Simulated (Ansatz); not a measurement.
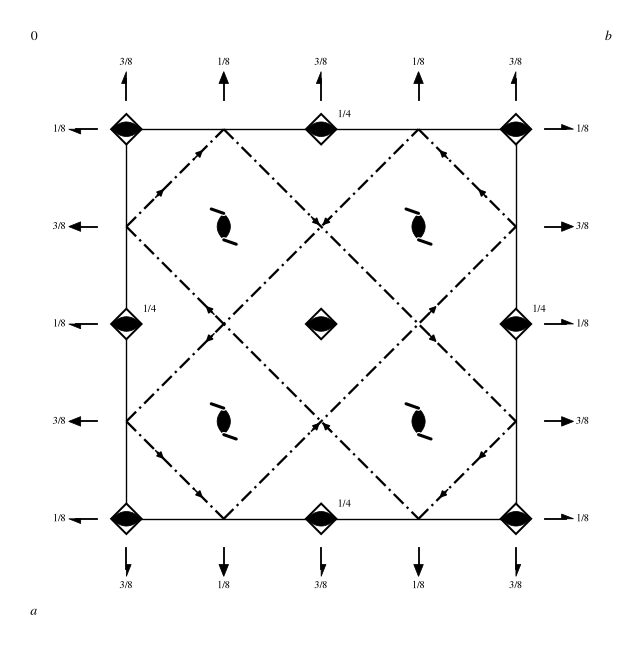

Symmetry elements of a space group, projected down c, computed from the operations of a computed or model structure of composition SiO2.

Graphical symbols as in the International Tables (origin upper left, heights as fractions; handed screw axes are marked by their printed symbols).

Q: Which space group is it?

A: I-42d (No. 122); body-centred tetragonal, point group -42m, 16 general positions a cell.

Q: List the elements shown.

A: −4 axes along c at (0, 0; inversion point at height 0), (0, 1/2; inversion point at height 1/4), (1/2, 0; inversion point at height 1/4), (1/2, 1/2; inversion point at height 0); 2₁ axes along c at (1/4, 1/4), (1/4, 3/4), (3/4, 1/4), (3/4, 3/4); d glide planes holding c and [1 1 0] or [−1 1 0]; 2 axes along a at height 1/8; 2 axes along b at height 3/8; 2₁ axes along a at height 3/8; 2₁ axes along b at height 1/8. Heights repeat every half period; positions are (a, b) fractions, modulo 1.

Q: Write the general positions (in any order).

A: For each centring vector (0, 0, 0), (1/2, 1/2, 1/2):
x, y, z
y, −x, −z
−x, −y, z
−y, x, −z
x, −y+1/2, −z+1/4
y, x+1/2, z+1/4
−x, y+1/2, −z+1/4
−y, −x+1/2, z+1/4
